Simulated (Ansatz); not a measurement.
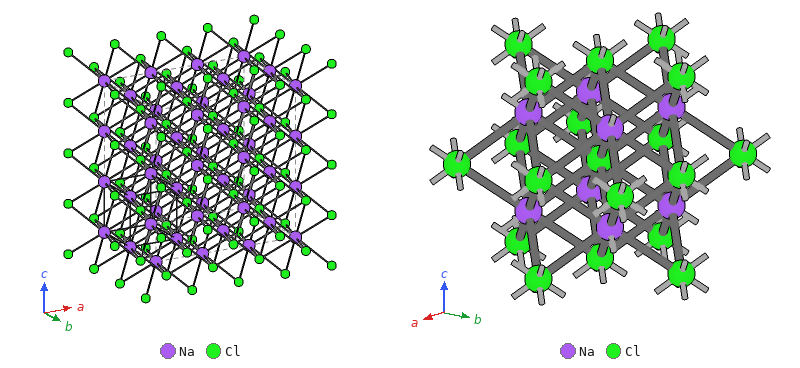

Left: the structure. Right: its underlying net. Nodes are coloured by element. Short stubs are edges that leave the cut-out.

The compound is NaCl (space group Pm-3m, No. 221), taken as the end point of a relaxation with DFT PBEsol, scalar-relativistic, plane waves, PAW (Ansatz).

Bonds are taken as Cl–Na below 3.4 Å; no other contact counts. The graph is simplified in the usual way: terminal and isolated atoms are pruned, two-connected atoms become edges.

The result is a uninodal 8-connected, three-periodic net: Na and Cl are 8-connected nodes. It is the bcu net, known from CsCl and the body-centred cubic metals. It is a single net, without interpenetration.

```json
{"node": "Na and Cl", "links": "8", "point symbol": "4^24.6^4", "coordination sequence": "8 26 56 98 152 218"}
```
